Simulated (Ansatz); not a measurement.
The structure in question:

```cif
data_structure
_symmetry_space_group_name_H-M 'P 63/m m c'
_symmetry_Int_Tables_number 194
_cell_length_a 4.0043
_cell_length_b 4.0043
_cell_length_c 6.3418
_cell_angle_alpha 90.000
_cell_angle_beta 90.000
_cell_angle_gamma 120.000
_cell_volume 88.07
loop_
_atom_site_label
_atom_site_type_symbol
_atom_site_symmetry_multiplicity
_atom_site_Wyckoff_symbol
_atom_site_fract_x
_atom_site_fract_y
_atom_site_fract_z
_atom_site_occupancy
Si1 Si 4 f 0.33333 0.66667 0.06309 1
```

### What crystal do these data define?

The element is silicon. Its lattice is primitive hexagonal, its space group P6_3/mmc (No. 194). Among the common structure types it is hexagonal diamond (lonsdaleite type). The cell holds four atoms. Each Si has four Si in a tetrahedral arrangement at 2.37 to 2.45 Å. The bonds build a three-dimensional framework.

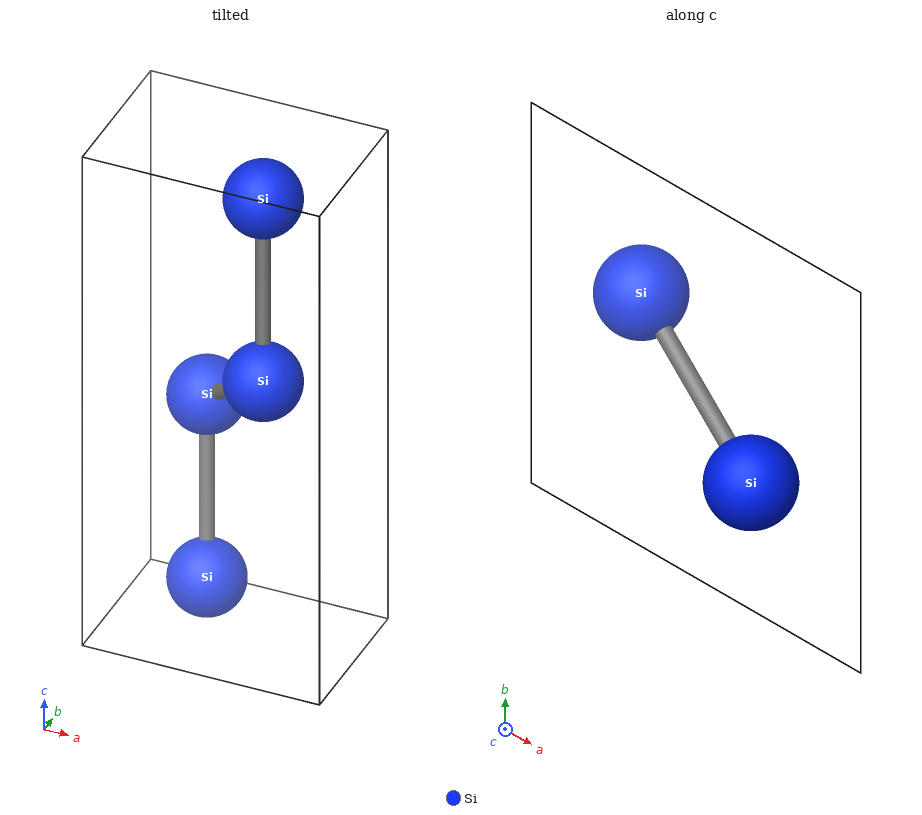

The crystal in a ball-and-stick representation, seen slightly off an axis and along the c axis. The frame is the conventional unit cell; atoms at its boundary are shown with their periodic copies.

The structure comes from a structure listed in the Materials Project. The cell was then strained or its atoms displaced on purpose. Ansatz was used for an electronic-structure calculation on it.

At this level of theory the run's own cell isn't at rest (stretched, at -7 GPa), so its distances can differ from those at equilibrium, the more so the softer the solid.
